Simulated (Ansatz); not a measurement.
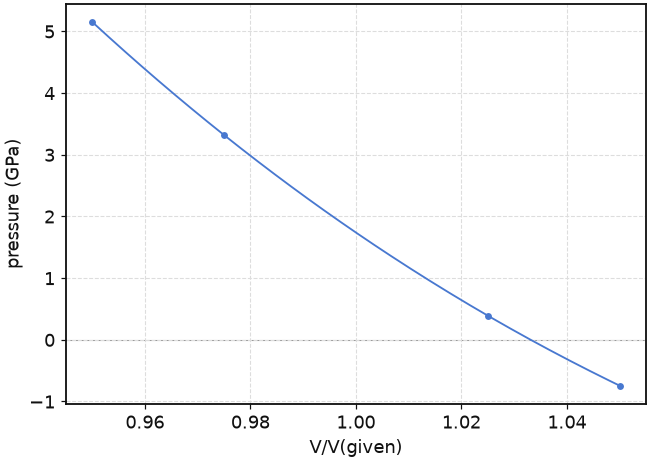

The plot gives the computed pressure against V/V(given).

Computed with Ansatz 0.2.0: periodic Kohn-Sham DFT of a crystal at fixed atoms, scaled to the stated factor times the given cell; pressure positive in compression. Level: PBE.

Question: For which of these solids was it computed?
A. Ga, C2/c (No. 15), 18.5 Å³/atom
B. NbC, Fm-3m (No. 225), 10.6 Å³/atom
C. La₂O₃, P321 (No. 150), 16.4 Å³/atom

Answer: A, Ga: pressure from −0.744 GPa to 5.153 GPa. The others give: NbC, pressure from −0.2 GPa to 46.0 GPa; La₂O₃, pressure from 30.6 GPa to 50.5 GPa.

For Ga, limits of the calculation: no gap: field gradients move with the k mesh; shape and atomic fractions are frozen while scaling, which makes layered, chain and framework solids too stiff.

For La₂O₃, limits of the calculation: field gradient without spin-orbit coupling on heavy atoms; no gap: field gradients move with the k mesh; no spin-orbit coupling on heavy atoms; the volumes run don't bracket the minimum of the energy, so any equilibrium value is extrapolated; shape and atomic fractions are frozen while scaling, which makes layered, chain and framework solids too stiff.
